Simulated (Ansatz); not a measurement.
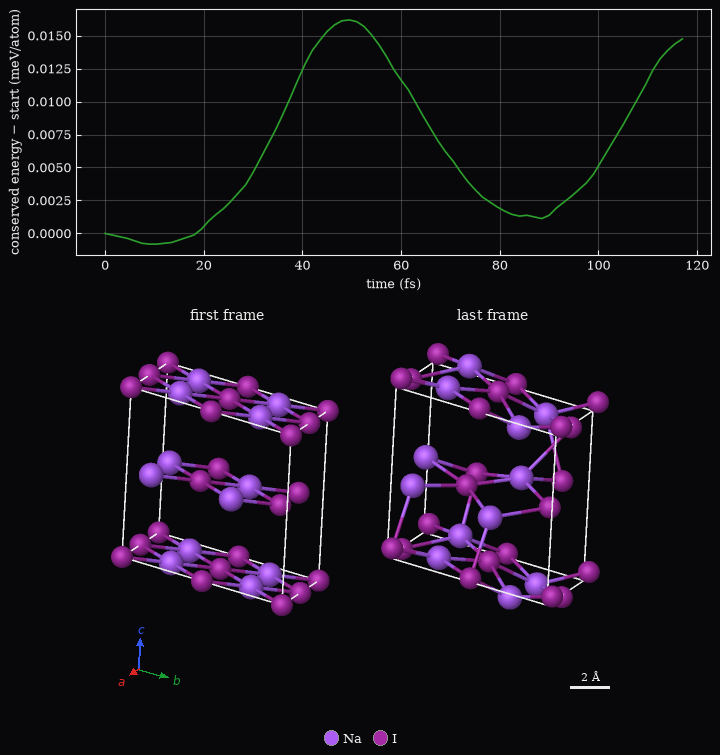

Molecular dynamics of a 16-atom cell of NaI (set up in I4_1/amd), 117 fs long. Style: ball-and-stick. Shown: the simulation cell, slightly off an axis. Bonds to atoms that aren't drawn are left out.

All numbers below come from Ansatz, DFT PBE+D3(BJ), scalar-relativistic, plane waves, PAW. Set-up: plane-wave cutoff 420 eV; k-point mesh 1 × 1 × 1; Fermi-Dirac smearing 0.0689 eV; volume 1.02 times that of the relaxed crystal; Nosé-Hoover thermostat (NVT); set temperature 800 K; time step 1.5 fs.

The input:
```yaml
crystal:
  lattice:
    - [8.9167183189, 0.0, 0.0]
    - [0.0, 8.9167183189, 0.0]
    - [-2.2291795797, -2.2291795797, 8.4191628328]
  atoms:
    - { symbol: Na, position: [0.375, 0.125, 0.5] }
    - { symbol: Na, position: [0.875, 0.125, 0.5] }
    - { symbol: Na, position: [0.375, 0.625, 0.5] }
    - { symbol: Na, position: [0.875, 0.625, 0.5] }
    - { symbol: Na, position: [0.25, 0.25, 0.0] }
    - { symbol: Na, position: [0.75, 0.25, 0.0] }
    - { symbol: Na, position: [0.25, 0.75, 0.0] }
    - { symbol: Na, position: [0.75, 0.75, 0.0] }
    - { symbol: I, position: [0.125, 0.375, 0.5] }
    - { symbol: I, position: [0.625, 0.375, 0.5] }
    - { symbol: I, position: [0.125, 0.875, 0.5] }
    - { symbol: I, position: [0.625, 0.875, 0.5] }
    - { symbol: I, position: [0.0, 0.0, 0.0] }
    - { symbol: I, position: [0.5, 0.0, 0.0] }
    - { symbol: I, position: [0.0, 0.5, 0.0] }
    - { symbol: I, position: [0.5, 0.5, 0.0] }
basis:
  ecutwfc: 420
kpoints:
  mp_grid: { grid: [1, 1, 1], shift: [0.0, 0.0, 0.0] }
hamiltonian:
  xc: pbe
  dispersion: d3bj
scf:
  occupations: { method: fermi_dirac, width: 0.0689 }
  lower_state_search: "off"
  convergence: { dr2_threshold: 1.0e-07 }
output:
  forces: true
  stress: true
md:
  timestep: 1.5
  n_steps: 78
  ensemble: nvt_nose_hoover
  temperature: 800.0
  initial_velocities: maxwell_boltzmann
  seed: 42599
```

Run as
```bash
ansatz run input.yaml --threads 4 --pin off --max-ram 5120MiB --backend cpu --events-out ev --progress --plain --runs-dir out
```

**Check the integration.**

The conserved quantity stays between −0.00081 and 0.016 meV per atom of its start. A straight-line fit has a slope that amounts to +0.0064 meV per atom over 117 fs (under 0.1 % of the mean kinetic energy), and the ripple about it is under 0.1 % of the kinetic energy's fluctuation. With a drift under 2 % and a ripple under 7 %, the integration is accurate. Over the second half the temperature averages 738 K (spread ±95 K). The potential energy is still drifting at the end, so the run hasn't reached equilibrium. The potential energy in the second half lies on average 18.7 meV per atom above the first frame. The mean pressure there is 0.3 GPa.

The run took of the order of 6 core-minutes on a shared host.
